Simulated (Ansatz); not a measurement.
## Field-gradient calculation, with input and output: Ga

System: Ga (I4/mmm, 1 atom in the cell).
Method: DFT, PBE, PAW with Ansatz's default frozen-core files, scalar-relativistic, no spin polarisation (Ansatz 0.2.0).

The structure derives from an entry of the Crystallography Open Database. Its volume is 1.05 times that of the source entry. It belongs to a series of runs on one base structure; here: volume scaled by 1.05, PAW files. Figures and captions count atoms from 1; the log counts them from 0 in places.

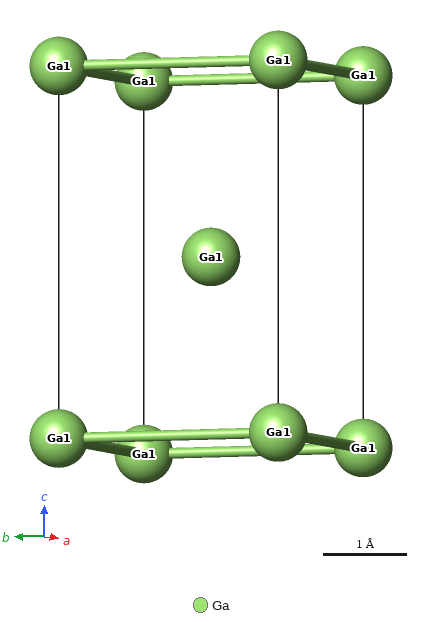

The structure (ball-and-stick view of the cell 2 times as large as that of the calculation, set on its symmetry axes, seen at an oblique angle; atoms are numbered from 1 in the order of the input).

### Key numbers

- outcome: converged
- space group (tolerance 0.01 Å): I4/mmm (139)
- electrons treated: 13
- free energy: −3782.9990 eV
- Fermi energy: 10.040 eV
- pressure: 1.25 GPa
- field gradient V_zz (10²¹ V/m²): Ga 2.02
- largest force (length of the vector): under 0.001 eV/Å
- hardware: 1 thread of Arm Neoverse V1, 24 GiB of memory available, shared host
- wall time: 18 s
- peak memory: 0.47 GiB

### Remarks

Warnings of the run: the k-point mesh lowers the symmetry that the run can use.

### The input
```yaml
crystal:
  lattice:
    - [-1.427020485, 1.427020485, 2.2655474793]
    - [1.427020485, -1.427020485, 2.2655474793]
    - [1.427020485, 1.427020485, -2.2655474793]
  atoms:
    - { symbol: Ga, position: [0.0, 0.0, 0.0] }
kpoints:
  mp_grid: { grid: [14, 14, 16] }
scf:
  occupations: { method: fermi_dirac, width: 0.05 }
hamiltonian:
  xc: pbe
  pseudopotentials: { kind: paw }
output:
  forces: true
  stress: true
  eigenvalues: true
  efg: { contact_densities: true }
  write_density: true
  write_potential: true
  elf: true
  volumetric_format: npy
```

Launch command:
```bash
ansatz run input.yaml --threads 1 --pin off --max-ram 3072MiB --backend cpu --events-out ev --progress --plain --runs-dir out
```

### What the program printed
```
Warning: crystal.symmetry: narrowed to the stabiliser of the k-point mesh — unitary ops 16 → 4; excluded 12 operations that carry a point of the 14×14×16 mesh (shift [0, 0, 0]) off the mesh (the run samples exactly the mesh kpoints.mp_grid names, as under crystal.symmetry.detect: false, and its converged state has the mesh's symmetry, not the crystal's; ε∞, the Born charges and the force constants of a linear response (`dielectric:` by the response, `phonons.method: dfpt`) are averaged over those of the crystal's operations that the state keeps within a tolerance, where `mesh_tensors`, `unaveraged_element` or `gamma_mean_max_change_ev_ang2` stands beside them; a row that `dielectric.field_direction` solves alone is averaged likewise, with nothing beside; a Γ-centred mesh of equal divisions is mapped onto itself by every operation and keeps the whole group, as does a half-shifted one under kpoints.further_shifts: images)
Engine: ansatz 0.2.0, aarch64-unknown-linux-gnu
Pseudopotentials: kind: paw
Pseudopotential: Ga, paw, valence charge 13, recommended cutoff 420 eV (normal), Ga.paw.azcp
Functional definition: PBE
  parameter kappa = 0.804
  parameter beta = 0.06672455060314922
  exchange = pbe_x(kappa = kappa, mu = beta*pi^2/3)
  correlation = pbe_c(beta = beta)
Crystal: 1 atoms, lattice volume = 18.454 Å³
Basis set: ecut = 420 eV, 355 PW (Γ), exchange–correlation on 48×48×48 points (8 copies of the dense FFT grid, shifted against one another)
Bands: 11, of which v1, the nominal top of the filled ones, is band 7 counted from 1 (6 counted from 0)
Symmetry: 4 space group operations
k-points: 849 of 3136
Non-local potential: Ga, projectors of the file, l = 0: 2, l = 1: 2, l = 2: 3, l = 3: 1
PAW form: soft (Blöchl's): semilocal exchange-correlation on the pseudo side does not see the compensation charge
PAW one-centre angular grid: Ga, 590 points (default); XC on 64 Gauss nodes
Initial density: superposition of atomic densities (neutral atoms: chi_scale 0, normalization atom), corrected by the library's trained network
Initial wavefunctions: pseudopotential atomic-orbital guess
Functional: x = pbe(κ = 0.804, μ = 0.2195149727645171), c = pbe(β = 0.06672455060314922)
SCF iter   1: F=—  HF=-3782.999083 eV  |F-HF|=—  |Δ(HF+E_count)|=         —  Δρ=1.34e-3  dr2=1.35e-4  ethr=1.77e-3  ⟨swp⟩=5.4  Hψ=56647  notcnv=0
preconditioner: auto → none  [metal: Δε(μ)=0.025 eV  Ē_g=21.672 eV  σ=0.050 eV  W_gap=0.13  n_scr=0 (ndim 8)  ℏωp=31.2 eV  f_vac=0.000  D(μ)=0.36/eV (n_scr^D=0)]
SCF iter   2: F=—  HF=-3782.998978 eV  |F-HF|=—  |Δ(HF+E_count)|=   1.05e-4  Δρ=4.78e-4  dr2=3.90e-5  ethr=1.04e-6  ⟨swp⟩=2.0  Hψ=20758  notcnv=0
SCF iter   3: F=—  HF=-3782.998968 eV  |F-HF|=—  |Δ(HF+E_count)|=   9.39e-6  Δρ=2.97e-4  dr2=7.34e-6  ethr=3.00e-7  ⟨swp⟩=2.0  Hψ=14517  notcnv=0  defer=2
SCF iter   4: F=—  HF=-3782.998974 eV  |F-HF|=—  |Δ(HF+E_count)|=   5.41e-6  Δρ=1.80e-4  dr2=2.39e-6  ethr=5.65e-8  ⟨swp⟩=1.0  Hψ=9043  notcnv=0  defer=2
SCF iter   5: F=—  HF=-3782.998974 eV  |F-HF|=—  |Δ(HF+E_count)|=   5.49e-7  Δρ=6.78e-5  dr2=3.64e-7  ethr=1.84e-8  ⟨swp⟩=2.0  Hψ=14564  notcnv=0  defer=1
SCF iter   6: F=-3782.998974 eV  HF=-3782.998974 eV  |F-HF|=1.19e-8  |Δ(HF+E_count)|=   1.63e-7  Δρ=9.89e-6  dr2=7.66e-9  ethr=7.69e-10  ⟨swp⟩=8.9  Hψ=61353  notcnv=0
SCF 1 converged in 6 iterations: F = -3782.998974 eV  dr2 = 7.66e-9
  greatest PAW one-centre occupation: 0.994 electrons in one spin orbital (limit 2), on the Ga atom at site 0 (counted from 0), in its partial waves of l = 2
SCF converged after 6 iterations
Free energy (F): -3782.998974 eV
Harris-Foulkes:  -3782.998974 eV  (|F-HF|=1.19e-8)
Internal energy: -3782.995996 eV  (E = F + TS)
E sigma→0 (E₀):  -3782.997485 eV
Entropy (-TS):   -0.002978 eV (-2.978 meV/atom)
Fermi energy:    10.040349 eV
--- Per-component energies (eV) ---
  E_band       = -31.496464
  E_kinetic    = 114.798927
  E_local      = -1766.604344  (includes V_loc(G=0)·N_el)
  E_nonlocal   = 422.232772
  E_hartree    = 831.018298
  E_xc         = -69.501774
  E_vxc        = -58.291218  (∫ρ·V_xc dr)
  E_paw        = -1985.540639  (= ΣΔE_a)
  E_vpaw       = -405.664493  (= ΣTr[D̂ρ^β])
  E_aug_tail   = -0.000105  (compensation charges beyond the density's cutoff)
  E_ewald      = -1329.399131
  E_smearing   = -0.002978  (= −TS)
  E_closure    = 0.000000  (closes the sum)
  Σ components = -3782.998974   (vs F -3782.998974, Δ=0.00e0)
--- Forces (eV/Å), atoms counted from 1 ---
  atom   1  Ga    -0.00000000     0.00000000     0.00000000
  max |Σ_I F_I| component: 1.48e-31 eV/Å
--- Stress (GPa, compression-positive) ---
        1.380302      -0.135998       0.098897
       -0.135998       1.380302       0.098897
        0.098897       0.098897       0.975362
  P = ⅓ Tr σ = 1.2453 GPa (12.453 kbar)
--- PAW observables at the nuclei: V_zz in 10²¹ V/m², potentials from the cell's mean, atoms counted from 1 ---
  atom   1  Ga V_zz =    +2.024354   η = 0.0537   by run symmetry: allowed
            electrostatic potential = -4133.421250 V   contact ρ = 187444.588071 e/Å³
--- Band table (eV; the first three rows and the last of 849) ---
  k-point 0: bands = ["-4.9632", "-4.8458", "-4.8456", "-4.8261", "-4.7007", "-1.1887", "22.4978", "22.4981", "22.5063", "25.8370", "26.1598"]
  k-point 1: bands = ["-4.9495", "-4.8531", "-4.8399", "-4.8215", "-4.7072", "-1.0422", "21.4112", "21.6826", "21.9873", "24.3434", "27.1604"]
  k-point 2: bands = ["-4.9100", "-4.8745", "-4.8227", "-4.8113", "-4.7255", "-0.6006", "19.6811", "20.1774", "20.8417", "22.6469", "27.8679"]
  k-point 848: bands = ["-5.0877", "-5.0111", "-4.6422", "-4.6361", "-4.6359", "6.1725", "6.5612", "16.3810", "16.3812", "19.5567", "20.2569"]
```

### File rho_z.tsv
```
# z_ang	rho[e/angstrom^3]
# format = ansatz-planar-average/11
# lattice	-1.427020485	1.427020485	2.265547479
# lattice	1.427020485	-1.427020485	2.265547479
# lattice	1.427020485	1.427020485	-2.265547479
# sites	1
# site	31	0.000000000	0.000000000	0.000000000
0.000000	1.938944e0
0.126419	1.817470e0
0.252838	1.506331e0
0.379257	1.126794e0
0.505676	7.900293e-1
0.632094	5.476424e-1
0.758513	3.962197e-1
0.884932	3.085688e-1
1.011351	2.581216e-1
1.137770	2.276704e-1
1.264189	2.088806e-1
1.390608	1.985508e-1
1.517027	1.952840e-1
1.643446	1.985508e-1
1.769865	2.088806e-1
1.896283	2.276704e-1
2.022702	2.581216e-1
2.149121	3.085688e-1
2.275540	3.962197e-1
2.401959	5.476424e-1
2.528378	7.900293e-1
2.654797	1.126794e0
2.781216	1.506331e0
2.907635	1.817470e0
```

### File v_z.tsv
```
# z_ang	v_es[eV]	v_tot[eV]
# format = ansatz-planar-average/11
# xc	pbe
# density_cutoff_ev	1680
# datasets	Ga=:simpson_from_first_knot:soft
# lattice	-1.427020485	1.427020485	2.265547479
# lattice	1.427020485	-1.427020485	2.265547479
# lattice	1.427020485	1.427020485	-2.265547479
# sites	1
# site	31	0.000000000	0.000000000	0.000000000
0.000000	3.294815e0	-8.002226e0
0.126419	3.352752e0	-7.916453e0
0.252838	3.526090e0	-7.658646e0
0.379257	3.813448e0	-7.230110e0
0.505676	4.211739e0	-6.637905e0
0.632094	4.716577e0	-5.894437e0
0.758513	5.322279e0	-5.020492e0
0.884932	6.018733e0	-4.052971e0
1.011351	6.779566e0	-3.049706e0
1.137770	7.547324e0	-2.087359e0
1.264189	8.226521e0	-1.264090e0
1.390608	8.703988e0	-6.939152e-1
1.517027	8.879056e0	-4.859719e-1
1.643446	8.703988e0	-6.939152e-1
1.769865	8.226521e0	-1.264090e0
1.896283	7.547324e0	-2.087359e0
2.022702	6.779566e0	-3.049706e0
2.149121	6.018733e0	-4.052971e0
2.275540	5.322279e0	-5.020492e0
2.401959	4.716577e0	-5.894437e0
2.528378	4.211739e0	-6.637905e0
2.654797	3.813448e0	-7.230110e0
2.781216	3.526090e0	-7.658646e0
2.907635	3.352752e0	-7.916453e0
```

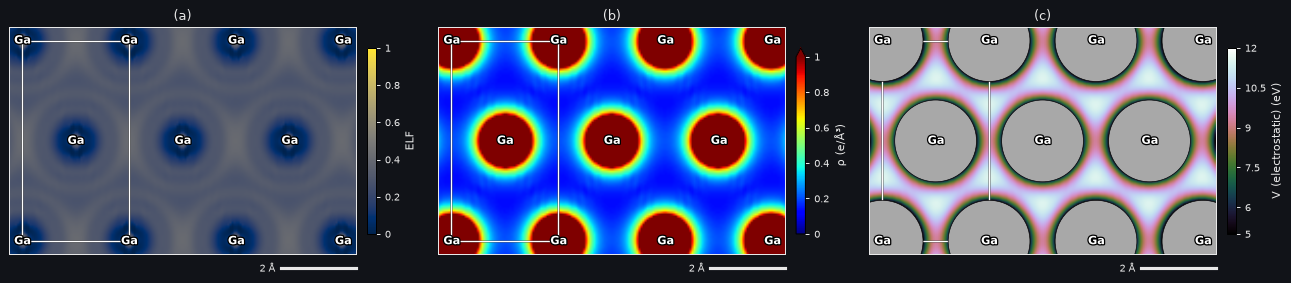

(a) ELF; (b) valence charge density (pseudo); (c) electrostatic potential (local pseudopotential plus Hartree) felt by an electron on the (011) plane of the conventional cell. Grey discs, where drawn, cover atomic cores. The section cuts through Ga sites. Ga–Ga (2.85 Å): the density is about 0.2 e/Å³ at the midpoint; the ELF is about 0.40 at the midpoint, as expected for nearly free electrons, as in a simple metal. Away from the nuclei the density in this plane falls to 0.13 e/Å³ at its lowest. The strong features right at Ga lie inside the PAW spheres (semicore, d or f shells) and say nothing about bonding. Outside the cores the potential energy rises away from the atoms and is highest about 1.7 Å from the nearest atoms; outside the discs it spans about 6 eV, and its zero is arbitrary. Core electrons are frozen (PAW), so the fields are smoothed inside the atomic spheres.

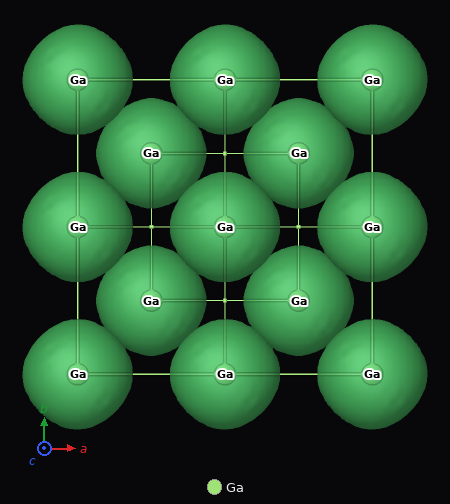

Isosurface of the valence electron density at 0.3 e/Å³ (green), seen along the c axis. Sticks mark near contacts. The outline is the cell set on symmetry axes. At this value the density breaks into separate islands; it holds about 80 % of the electrons treated as valence (semicore included). It is pinched off along the Ga–Ga (2.85 Å) contacts. On the grid the lowest density along these lines, outside the cores, is 0.2 e/Å³ (Ga–Ga, 2.85 Å).
